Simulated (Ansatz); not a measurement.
# Ti$_{2}$O$_{3}$: what the fields show

```xyz
20
Lattice="7.7764 0.0000 0.0000 0.0000 2.8164 0.0000 0.0000 0.0000 8.0766" Properties=species:S:1:pos:R:3 pbc="T T T"
Ti    0.2304    0.7041    5.5297
Ti    4.1186    0.7041    6.5852
Ti    7.5460    2.1123    2.5469
Ti    3.6578    2.1123    1.4914
Ti    1.5282    0.7041    0.1480
Ti    5.4164    0.7041    3.8903
Ti    6.2482    2.1123    7.9286
Ti    2.3600    2.1123    4.1863
O     7.3301    0.7041    1.0067
O     3.4418    0.7041    3.0316
O     0.4464    2.1123    7.0699
O     4.3346    2.1123    5.0450
O     0.9406    0.7041    3.6139
O     4.8288    0.7041    0.4244
O     6.8359    2.1123    4.4627
O     2.9477    2.1123    7.6522
O     6.1623    0.7041    6.5335
O     2.2741    0.7041    5.5814
O     1.6142    2.1123    1.5431
O     5.5024    2.1123    2.4952
```

Space group Pnma; a structure from a database of computed crystals, not necessarily the ambient phase; computed without spin polarisation.

Level of theory: Ansatz, DFT PBEsol, scalar-relativistic, plane waves, PAW.

Core electrons are frozen (PAW), and the valence fields are smoothed inside the atomic spheres.

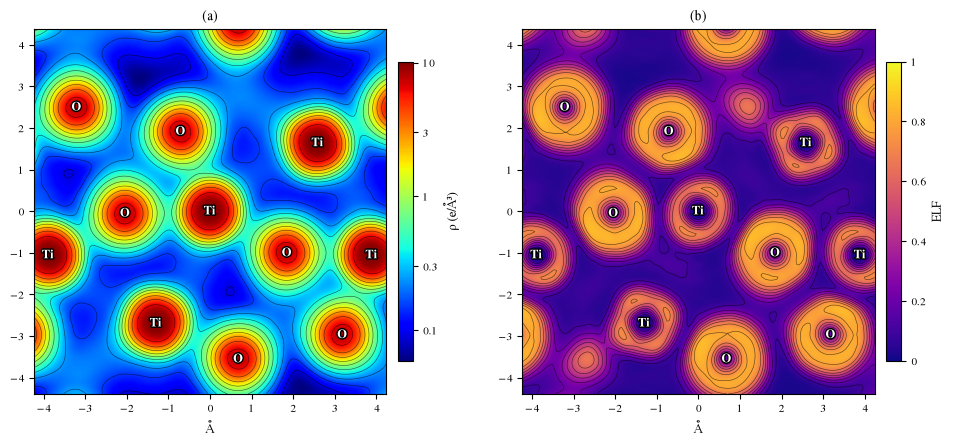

Figure 1. (a) valence pseudo-density; (b) ELF on the (010) plane of the conventional cell.

Question: Describe what can be read from this map.

Answer:
- Atoms in the plane: Ti and O.
- Ti–O (2.04 Å): ρ at the midpoint is about 0.58 e/Å³; the ELF peaks at about 0.85 in the valence shell of O, 0.6 Å from its nucleus, and is about 0.20 at the midpoint: no shared electron pair shows on this line.
- Ti–O (2.10 Å): ρ at the midpoint is about 0.48 e/Å³; the ELF peaks at about 0.85 in the valence shell of O, 0.7 Å from its nucleus, and is about 0.15 at the midpoint: no shared electron pair shows on this line.
- Ti–O (2.15 Å): ρ at the midpoint is about 0.44 e/Å³; the ELF peaks at about 0.85 in the valence shell of O, 0.7 Å from its nucleus, and is about 0.20 at the midpoint (no shared electron pair shows on this line).
- Between the atoms the lowest density in this plane is 0.06 e/Å³.
- The features right at Ti lie inside the PAW spheres, where the map follows smoothed inner orbitals and isn't to be read closely.

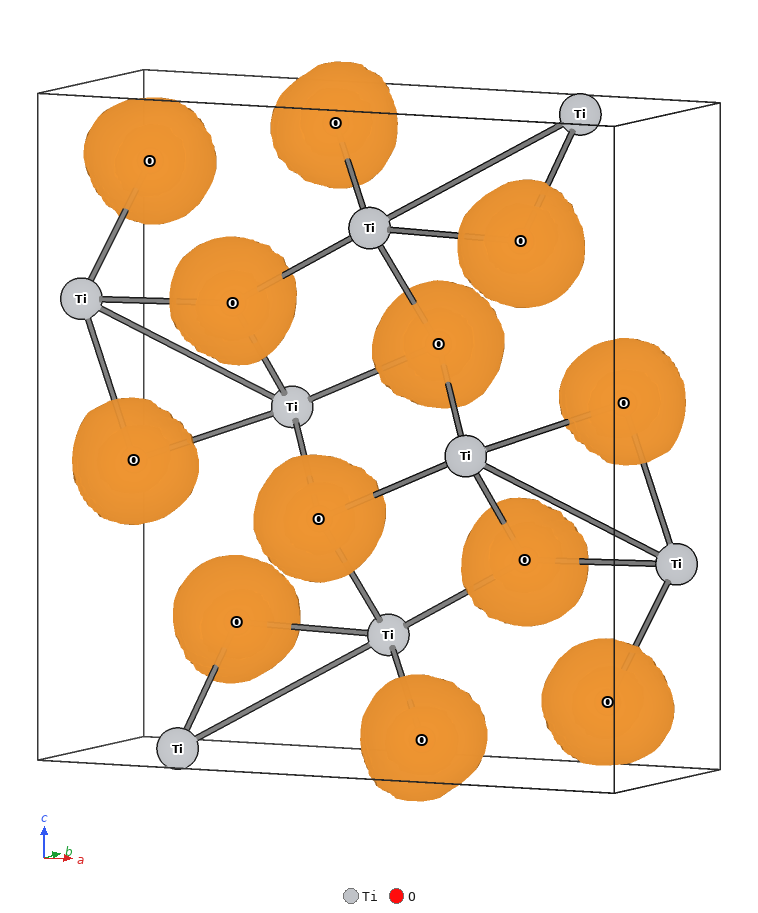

Figure 2. Isosurface of the electron localisation function at 0.75 (orange), seen at an oblique angle. Only the valence region is drawn (cores and ρ < 0.01 e/Å³ removed). Sticks mark near contacts.

Question: Identify the bonds, lone pairs and shells in this picture.

Answer: At this value the surface marks out twelve regions wrapped around O (the valence shell of each), counted in one cell of 20 atoms. Regions shared between cells count once. Profiles from the grid: Ti–O (1.98 Å): the ELF peaks at about 0.80 in the valence shell of O, 0.6 Å from its nucleus, and is about 0.20 at the midpoint (no localised pair shows between them). Ti–Ti (2.82 Å): the ELF is about 0.20 at the midpoint; no localised pair shows between them.
